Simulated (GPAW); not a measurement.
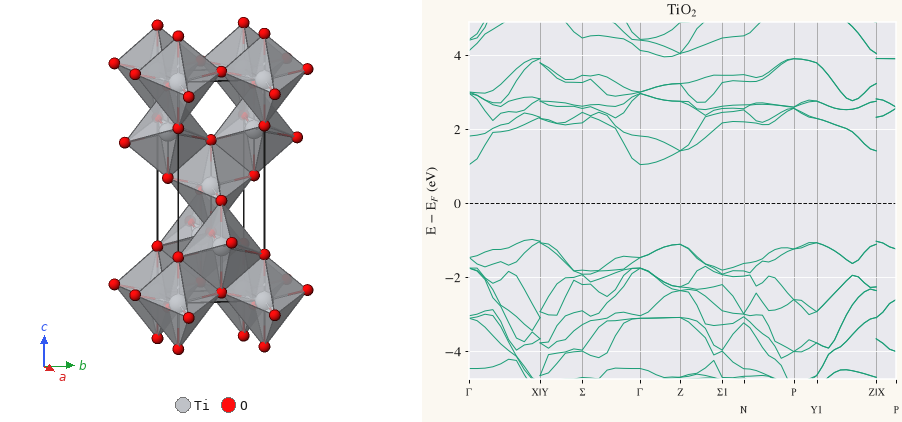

Band structure, beside the structure. Energies are counted from the Fermi level. The path has few k points, so lines between them are rough.

System: anatase TiO₂, space group I4_1/amd, 6 atoms in the primitive cell.

```cif
data_structure
_symmetry_space_group_name_H-M 'I4_1/amd:1'
_symmetry_Int_Tables_number 141
_cell_length_a 3.7842
_cell_length_b 3.7842
_cell_length_c 9.5146
_cell_angle_alpha 90.000
_cell_angle_beta 90.000
_cell_angle_gamma 90.000
_cell_volume 136.25
loop_
_atom_site_label
_atom_site_type_symbol
_atom_site_symmetry_multiplicity
_atom_site_Wyckoff_symbol
_atom_site_fract_x
_atom_site_fract_y
_atom_site_fract_z
_atom_site_occupancy
Ti1 Ti 4 a 0.00000 0.50000 0.25000 1
O1 O 8 e 0.50000 0.50000 0.29190 1
```

Method: LDA, the program's PAW data sets (release 1.2.1) made for this functional, no spin polarisation, no spin-orbit coupling, 7×7×7 k mesh, 800 eV cutoff (GPAW).

**Read off the fundamental gap and say whether it is direct.**

The material is gapped. The gap along this path is 2.02 eV and indirect, from the valence-band top between Γ and X to the conduction-band bottom at Γ; the smallest direct gap is 2.38 eV, between Γ and Z. At Y1 the top valence band lies only 0.09 eV lower.

**What are the direct gaps at Σ, P and Z?**

The direct gaps are 3.98 eV at Σ, 3.80 eV at P and 2.52 eV at Z.

**How much do the top valence band and the lowest conduction band disperse along the path?**

The top valence band spans 0.9 eV and the lowest conduction band 1.5 eV.

LDA, GGA and most meta-GGA functionals understate gaps. The cell is at −6 GPa in this functional. In reduced coordinates of the cell that was run, X is (−0.5, 0.5, 0), Y is (−0.5, 0.5, −0.079), Σ is (−0.29, 0.29, −0.29), Z is (0.5, 0.5, −0.5), Σ1 is (0.29, 0.71, −0.71), N is (0, 0.5, −0.5), P is (−0.25, 0.75, −0.25) and Y1 is (0.079, 0.921, −0.5).
